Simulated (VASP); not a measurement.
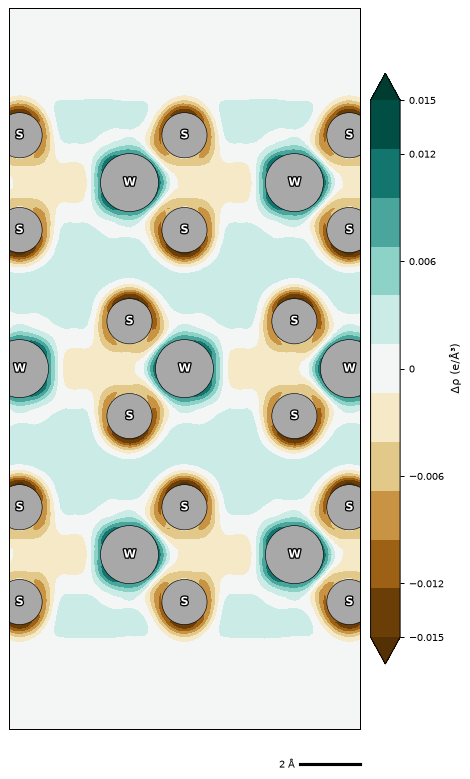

WS2. Difference of the valence pseudo-densities of two functionals at the same geometry, on the (110) plane of the calculation cell, a cut from vacuum to vacuum: LDA less PBE.

Both computed with VASP (plane waves, PAW), on the same k-point mesh. Grey discs cover the atomic cores.

Question: What does the difference map show?

Answer: Against PBE, LDA gives less density around S (−0.009 e/Å³ on average at 0.9 Å from the nucleus) and more density around W (+0.005 e/Å³ on average at 1.1 Å from the nucleus).
